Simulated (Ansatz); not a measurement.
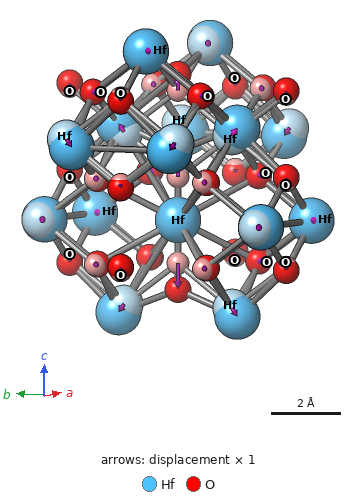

A relaxation of a defect cell of composition Hf7O16 (started half-way along a vacancy jump, in the symmetry of that start). The starting structure is drawn faded, the final one solid; purple arrows show the displacements, at their true length.

A ball-and-stick model of the atoms within 5.0 Å of the atom that moves most (axes of the conventional cell (2 times the calculation's cell) (origin shifted)), seen from a free direction. Lengths and directions refer to the drawn axes.

Computed with Ansatz, DFT PBEsol, scalar-relativistic, plane waves, PAW.

Input file:
```yaml
crystal:
  lattice:
    - [-5.0439064071, -5.0439064071, 0.0]
    - [-5.0439064071, 0.0, -5.0439064071]
    - [0.0, -5.0439064071, -5.0439064071]
  atoms:
    - { symbol: Hf, position: [0.25, 0.0, 0.5] }
    - { symbol: Hf, position: [0.0, 0.5, 0.5] }
    - { symbol: Hf, position: [0.5, 0.5, 0.5] }
    - { symbol: Hf, position: [0.0, 0.0, 1.0] }
    - { symbol: Hf, position: [0.5, 0.0, 1.0] }
    - { symbol: Hf, position: [0.0, 0.5, 1.0] }
    - { symbol: Hf, position: [0.5, 0.5, 1.0] }
    - { symbol: O, position: [0.375, 0.375, 0.375] }
    - { symbol: O, position: [0.875, 0.375, 0.375] }
    - { symbol: O, position: [0.375, 0.875, 0.375] }
    - { symbol: O, position: [0.875, 0.875, 0.375] }
    - { symbol: O, position: [0.375, 0.375, 0.875] }
    - { symbol: O, position: [0.875, 0.375, 0.875] }
    - { symbol: O, position: [0.375, 0.875, 0.875] }
    - { symbol: O, position: [0.875, 0.875, 0.875] }
    - { symbol: O, position: [0.125, 0.125, 0.125] }
    - { symbol: O, position: [0.625, 0.125, 0.125] }
    - { symbol: O, position: [0.125, 0.625, 0.125] }
    - { symbol: O, position: [0.625, 0.625, 0.125] }
    - { symbol: O, position: [0.125, 0.125, 0.625] }
    - { symbol: O, position: [0.625, 0.125, 0.625] }
    - { symbol: O, position: [0.125, 0.625, 0.625] }
    - { symbol: O, position: [0.625, 0.625, 0.625] }
basis:
  ecutwfc: 420
kpoints:
  mp_grid: { grid: [4, 4, 4] }
hamiltonian:
  xc: pbesol
scf:
  occupations: { method: gaussian, width: 0.05 }
output:
  forces: true
  stress: true
  eigenvalues: true
relax:
  adjacent_minimum: "off"
  f_tol: 0.02
  max_steps: 60
  escape_saddle: false
```

Command:
```bash
ansatz run input.yaml --threads 4 --pin off --max-ram 9216MiB --backend cpu --events-out ev --progress --plain --runs-dir out
```

Atoms of which element are displaced furthest, and by how much?

Answer. Oxygen: up to 0.77 Å, against 0.29 Å for hafnium.

Describe the change and its energy.

Answer. The largest moves, 0.77 Å, are those of O10 and O20. O10 goes along +c. By element the largest moves are O 0.77 Å, Hf 0.29 Å. The lattice vectors keep their values. Some distances before and after: Hf1–O10 1.261 → 2.031 Å, Hf6–Hf7 3.567 → 3.141 Å, Hf2–Hf4 3.567 → 3.220 Å, Hf1–Hf2 3.089 → 3.379 Å. Among the angles between lasting bonds that change: Hf3–O10–Hf5 109.5° → 139.4°, Hf6–O19–Hf7 109.5° → 136.7°, Hf1–O10–Hf3 125.3° → 110.3°. Over 12 geometry steps the energy falls by 32.702 eV per cell of the calculation. The largest force component goes from 72 to 0.0054 eV/Å.

Limits of the set-up: the periodic images lie only 7.1 Å apart, so the values are limited by the cell's size.
